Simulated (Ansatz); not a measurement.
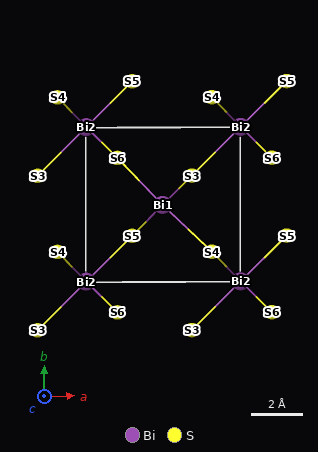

Starting structure of crystalline BiS2 (built on the MgH2-136 type type). Style: ball-and-stick. Shown: the cell of the calculation, along the c axis.

Case: shaken.

Level of theory: DFT, PBEsol, plane waves, PAW (Ansatz 0.2.0).

Input
```yaml
crystal:
  lattice:
    - [6.1190825163, 0.0044231093, 0.0406799872]
    - [0.0044231093, 6.1235172205, -0.037944562]
    - [0.0281108825, -0.0262206357, 4.2720033357]
  atoms:
    - { symbol: Bi, position: [0.4970310492, 0.4987204495, 0.4915968181] }
    - { symbol: Bi, position: [0.0026816163, 0.0029509736, -0.0041937164] }
    - { symbol: S, position: [0.6876875476, 0.688332221, -0.0044274665] }
    - { symbol: S, position: [0.8168906894, 0.1953785785, 0.4876928128] }
    - { symbol: S, position: [0.3012017591, 0.2991435911, -0.0180652757] }
    - { symbol: S, position: [0.2049963563, 0.8032239, 0.5034194249] }
kpoints:
  mp_grid: { grid: [4, 4, 4] }
hamiltonian:
  xc: pbesol
scf:
  occupations: { method: fermi_dirac, width: 0.05 }
relax:
  f_tol: 0.01
  cell: {}
  max_steps: 120
```

Command:
```bash
ansatz run input.yaml --threads 2 --pin off --max-ram 2211MiB --backend cpu --events-out ev --progress --plain --runs-dir out
```

**Where does the relaxation end?**

The atom that moves furthest relative to the cell is S4 (1.45 Å along [1 2 −2]). By element the largest moves are S 1.45 Å, Bi 0.66 Å. Cell: a 6.119 → 5.617 Å (−8.2 %), b 6.124 → 6.638 Å (+8.4 %), c 4.272 → 4.151 Å (−2.8 %), α 90.7° → 79.2°, β 89.2° → 102.0°, γ 89.9° → 85.2°. Volume −7.8 %. Some distances before and after: Bi1–S4 4.560 → 2.789 Å, S3–S4 3.788 → 2.078 Å, Bi2–S5 4.659 → 3.219 Å, Bi2–S4 2.742 → 3.241 Å. New bonds form: Bi1–S4 (4.56 → 2.79 Å), S3–S4 (3.79 → 2.08 Å). Bond angles that change, for instance: S5–Bi1–S6 91.2° → 147.0°, S4–Bi1–S6 177.2° → 128.3°, S3–Bi1–S5 179.1° → 145.7°. The space group stays P1 (No. 1). After 27 accepted moves (31 points after the start) the energy has fallen by 265 meV per atom. The largest force component goes from 0.48 to 0.0052 eV/Å. Pressure: 0.65 GPa at the start and 0.01 GPa at the end. The line search rejected the trial steps at points 9, 16 of the run. At 2 points the geometry stayed and the basis and grid were re-selected for the new cell (energy shift of 0.7 meV per atom at most each time).

Final geometry:

```
Bi S
1.0
     5.57583    0.28950   -0.61703
     0.28876    6.60435    0.60613
    -0.43401    0.42167    4.10704
Bi S
2 4
Direct
  0.39423 0.45772 0.47922
  0.95503 0.02961 0.01060
  0.68591 0.63042 0.00149
  0.90783 0.37894 0.33342
  0.39898 0.17303 0.03818
  0.16851 0.81804 0.59311
```

After the run, drawn alike:

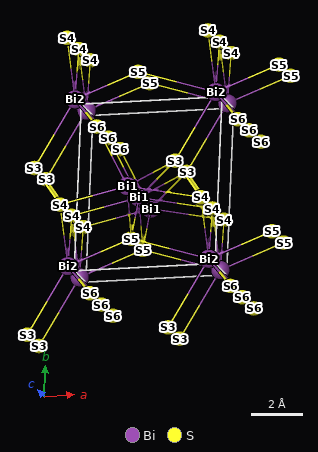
